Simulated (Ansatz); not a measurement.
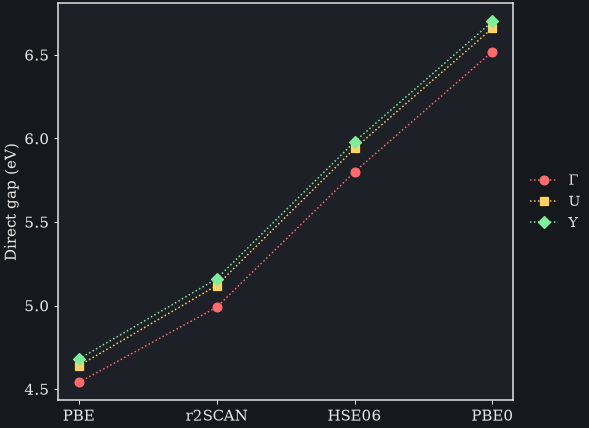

Direct gap at each named k point, by several methods on one cell of PbF2, space group Pnma, 12 atoms in the cell, relaxed with r2SCAN+rVV10; a = 6.35 Å, b = 3.86 Å, c = 7.62 Å, α = 90.00°, β = 90.00°, γ = 90.00°. All runs are without spin-orbit coupling and carry no moments. In reduced coordinates of the cell that was run, U is (0, −0.5, −0.5) and Y is (−0.5, 0, 0). The cell is at 5 GPa in PBE. The smallest gap is indirect or lies off these points.

### Does PBE0 open these direct gaps by one amount over PBE?

The shifts are +1.98 eV at Γ, +2.02 eV at U and +2.02 eV at Y, and at points that aren't plotted +2.00 eV (Z), +2.05 eV (X), +2.14 eV (T), +2.06 eV (S) and +2.05 eV (R): over the named points that both runs hold, a spread of 0.16 eV on a mean of 2.04 eV, so one shift describes them well.

### How do the methods rank at Γ?

From low to high: PBE 4.54, r2SCAN 4.99, HSE06 5.80, PBE0 6.52 eV.

```csv
method,program,Γ (eV),U (eV),Y (eV)
PBE,Ansatz,4.54,4.64,4.68
r2SCAN,Ansatz,4.99,5.12,5.16
HSE06,Ansatz,5.80,5.94,5.98
PBE0,Ansatz,6.52,6.66,6.70
```

Settings. PBE: Ansatz PAW set, 4×6×4 k mesh, 420 eV cutoff, Fermi-Dirac smearing of 0.02 eV (Ansatz). r2SCAN: Ansatz PAW set, 4×6×4 k mesh, 500 eV cutoff, fixed occupations (Ansatz). HSE06: Ansatz PAW set, 2×4×2 k mesh, 420 eV cutoff, fixed occupations (Ansatz). PBE0: Ansatz PAW set, 2×4×2 k mesh, 420 eV cutoff, fixed occupations (Ansatz 0.2.0).

These are four of the 6 methods that were run on this cell. Spin-orbit coupling is left out, which matters for Pb. r2SCAN, HSE06 and PBE0: the PAW data sets were made with another functional. HSE06 and PBE0: the k mesh is coarse, so the values aren't converged, least of all with exact exchange. Over all k points computed the smallest gap is 4.26 eV in PBE, 4.69 eV in r2SCAN, 5.48 eV in HSE06 and 6.19 eV in PBE0, from the valence top at a point off the named ones to the conduction bottom at Γ. In reduced coordinates of the cell that was run, Z is (0, 0, −0.5), X is (0, −0.5, 0), T is (−0.5, 0, −0.5), S is (−0.5, −0.5, 0) and R is (−0.5, −0.5, −0.5).
